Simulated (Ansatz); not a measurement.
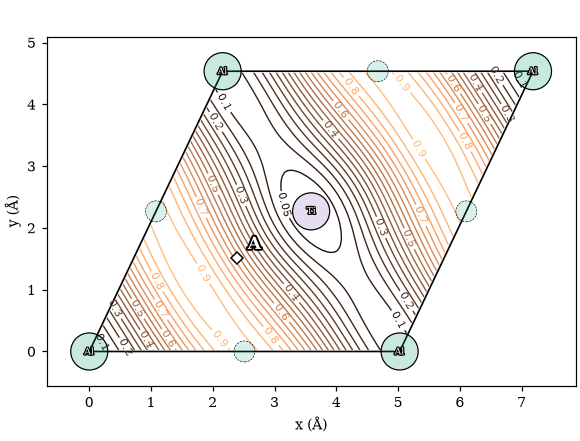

H on a TiAl₃(110) slab cut from the I4/mmm phase, its upper half relaxed before the scan (8 atoms of substrate and one adsorbate in a 1 × 1 cell). H is moved over the surface cell at a fixed height above a rigid substrate; the origin of the map has the adsorbate above Al8; the height is held at 2.20 Å. Places are given modulo a cell vector. The map is drawn in real space over the plane of the surface. The scan uses a 6 × 6 grid; 13 points were computed and 23 follow by symmetry. Energies are in eV, from the lowest grid point. The runs have no spin polarisation, so an open-shell adsorbate far from the surface lies too high. With one adsorbate in each 1 × 1 cell, its nearest image is 5.0 Å away, so neighbouring adsorbates interact. At a fixed height the lowest place need not be the adsorption site. These are results of DFT PBE+D3(BJ), scalar-relativistic, plane waves, PAW in Ansatz, not measurements. Settings: cutoff 420 eV, k-mesh 6×6×1, gaussian smearing 0.1 eV, no spin polarisation.

The picture shows contour lines labelled in eV, labelled circles for the atoms of the top layer and small ones for the second layer, the outline of one cell of the plane, the point A. Between grid points the surface is interpolated.

> Is A at rest? If not, where is it pushed?

A, at (2/6, 2/6) of the cell vectors, is not a stationary point. The computed force is 0.62 eV/Å in the plane, pointing up and right in the picture (components 0.53 and 0.33 eV/Å).

PAW datasets: the set soft_1.
